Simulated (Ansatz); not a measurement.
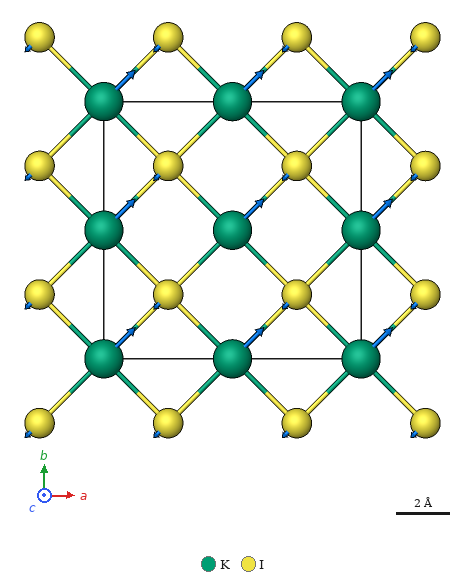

One vibrational mode of a free-standing layer of KI (a generated structure) at the zone centre. The blue arrows give the relative displacements of the atoms. A ball-and-stick model of the 2 × 2 repeat of the cell, outlined in the plane, without the vacuum, seen along the c axis.

Computed with DFT PBE, scalar-relativistic, plane waves, PAW (Ansatz 0.2.0). Settings: plane-wave cutoff 420 eV; k-point mesh 6 × 6 × 1; occupations fixed; no spin polarisation.

Frequencies are those without the non-analytic (LO–TO) term.

What mode is this, and where does it lie in the spectrum?

This is a doubly degenerate mode (one member of the set is drawn) at 112 cm⁻¹, the highest optical level. The K sublattice moves against the I sublattice, along [1 1 0] of the drawn cell; it stretches the shortest I–K bonds (3.46 Å); the kinetic energy is shared as K 76 %, I 24 %.
